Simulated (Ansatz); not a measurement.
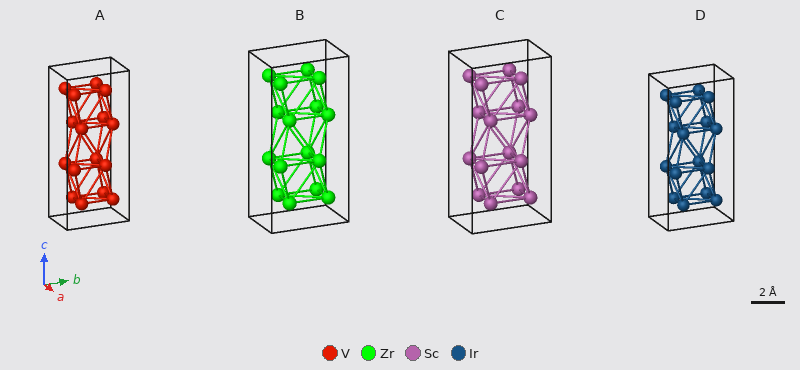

One structure type (space group P6_3/mmc for the parent) with different elements on its sites, each relaxed in cell and atoms to zero pressure (within 0.1 GPa). The picture is a ball-and-stick view of the cell of the calculation, repeated to show the pattern, seen slightly off an axis.

All numbers below come from DFT PBE, scalar-relativistic, plane waves, PAW in Ansatz 0.2.0. Settings: plane-wave cutoff 420 eV; occupations gaussian; smearing width 0.1 eV; no spin polarisation. The k-mesh is chosen for each cell (18×18×10, 18×18×8, 12×12×8).

Question: Give the formulas, and rank the crystals by volume per atom, smallest first.

Answer: A = V (13.8 Å³), D = Ir (14.6 Å³), B = Zr (23.4 Å³), C = Sc (24.6 Å³).
